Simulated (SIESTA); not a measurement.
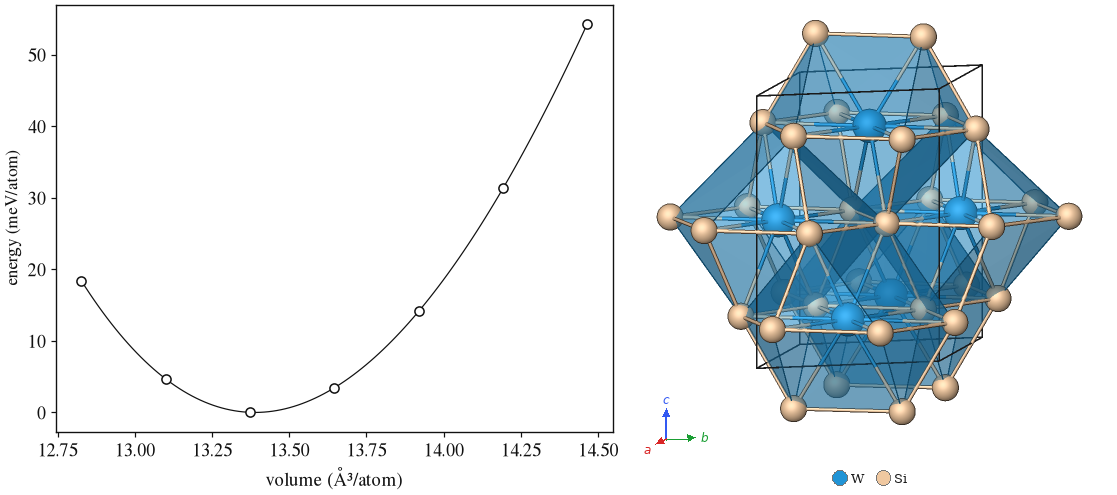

The figure shows the energy against volume for Si₂W, space group P6_222 (No. 180). The conventional cell is drawn beside the plot.

Starting cell:
```yaml
crystal:
  lattice:
    - [4.61685, 0.00000, 0.00000]
    - [-2.30843, 3.99831, 0.00000]
    - [0.00000, 0.00000, 6.65322]
  atoms:
    - { symbol: W, position: [0.50000, 0.00000, 0.50000] }
    - { symbol: W, position: [0.50000, 0.50000, 0.83333] }
    - { symbol: W, position: [0.00000, 0.50000, 0.16667] }
    - { symbol: Si, position: [0.32725, 0.16363, 0.16667] }
    - { symbol: Si, position: [0.83637, 0.16363, 0.83333] }
    - { symbol: Si, position: [0.16363, 0.32725, 0.50000] }
    - { symbol: Si, position: [0.67275, 0.83637, 0.16667] }
    - { symbol: Si, position: [0.16363, 0.83637, 0.83333] }
    - { symbol: Si, position: [0.83637, 0.67275, 0.50000] }
```

Computed with SIESTA 5.4.2: DFT in numerical atomic orbitals with pseudopotentials, no spin polarisation; energies at scaled volumes of the given cell, shape and fractions fixed, counted from the fit's minimum, third-order Birch-Murnaghan fit. Level: PBEsol.

```tsv
setting	value
k mesh	5×5×3
occupations	Fermi–Dirac
smearing width	0.05 eV
potentials	PseudoDojo 0.4 standard, converted to PSML, two zetas on semicore shells
program settings	basis DZP, mesh cutoff 800 Ry
```

From this curve and the settings, what does the calculation give for the pressure at the same points?

The pressure falls from 10.90 GPa at volume 12.83 Å³/atom to −15.06 GPa at 14.46 Å³/atom, and changes sign near 13.39 Å³/atom.

```csv
volume (Å³/atom),pressure (GPa)
12.83,10.90
13.10,5.29
13.37,0.32
13.65,-4.20
13.92,-8.26
14.19,-11.83
14.46,-15.06
```

Note: mulliken charges of long orbitals; short basis over semicore shells; shape and atomic fractions are frozen while scaling, which makes layered, chain and framework solids too stiff.
